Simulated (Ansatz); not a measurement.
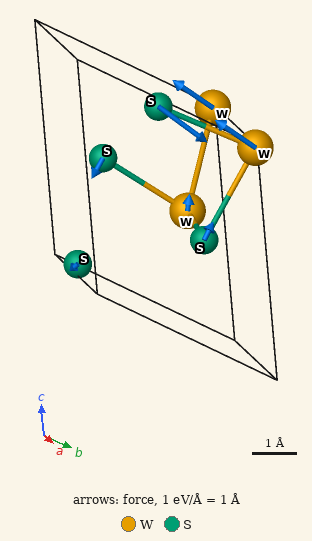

Starting geometry of solid WS2 (built on the anatase type) with the computed forces as blue arrows. Style: ball-and-stick. Shown: the cell of the calculation, reduced to other axes, slightly off an axis. Lengths and directions refer to the drawn axes.

Case: shaken.

Level of theory: DFT, PBEsol, plane waves, PAW (Ansatz 0.2.0).

Input file:
```yaml
crystal:
  lattice:
    - [-2.4162477554, 2.2877278276, 4.4693455743]
    - [2.3710296337, -2.4015211644, 4.5054345065]
    - [2.3995303673, 2.3848037763, -4.5292313511]
  atoms:
    - { symbol: W, position: [0.7391467671, 0.2422090833, 0.4770201484] }
    - { symbol: W, position: [0.0077775086, 0.0037321523, -0.0019246616] }
    - { symbol: S, position: [0.4722664788, -0.0404930052, 0.4820037031] }
    - { symbol: S, position: [0.7131963072, 0.7135796366, -0.0201123331] }
    - { symbol: S, position: [0.2710012031, 0.2682862266, -0.017869359] }
    - { symbol: S, position: [1.0103917752, 0.4924809292, 0.4638151675] }
kpoints:
  mp_grid: { grid: [6, 6, 6] }
hamiltonian:
  xc: pbesol
scf:
  occupations: { method: fermi_dirac, width: 0.05 }
relax:
  f_tol: 0.01
  cell: {}
  max_steps: 120
```

Command:
```bash
ansatz run input.yaml --threads 2 --pin off --max-ram 2211MiB --backend cpu --events-out ev --progress --plain --runs-dir out
```

Q: Is this structure relaxed? If not, where do the atoms go?

A: It isn't relaxed: the largest force vector, on S6, is 1.43 eV/Å. The final displacements have little in common with the starting forces (cosine between the two patterns 0.27). The largest moves relative to the cell, 0.52 Å, are those of S4 and S5. S5 goes roughly along [1 1 3]. By element the largest moves are S 0.52 Å, W 0.40 Å. The drawn cell changes as follows: a 4.673 → 4.834 Å (+3.5 %), b 4.771 → 4.835 Å (+1.3 %), c 5.519 → 6.050 Å (+9.6 %), α 114.9° → 117.9°, β 113.6° → 110.3°, γ 90.4° → 88.9°; the volume changes by +15.5 %. Near-neighbour distances that change, for instance: S3–S5 2.932 → 4.036 Å, S4–S6 3.644 → 2.822 Å, S3–S5 (another image) 3.530 → 2.822 Å, S4–S6 (another image) 2.927 → 3.541 Å. Bond angles that change, for instance: W1–S4–W2 84.0° → 110.3°, W1–S6–W2 84.8° → 110.3°, W1–S3–W2 85.6° → 110.3°. The space group (tolerance 0.01 Å) goes from P1 (No. 1) to C2/c (No. 15). Over 18 accepted moves (22 points after the start) the energy falls by 112 meV per atom. Largest force component: 1.4 eV/Å at the start, 0.0022 eV/Å at the end. The pressure goes from −1.10 to 0.01 GPa. The line search rejected the trial steps at points 3, 7 of the run. At 2 points the geometry stayed and the basis and grid were re-selected for the new cell (energy shift of 1.1 meV per atom at most each time). The run took 10 min on 2 threads of Intel(R) Xeon(R) Processor @ 2.50GHz (Skylake/Cascade Lake), with other jobs on the host, peak memory 0.66 GiB.
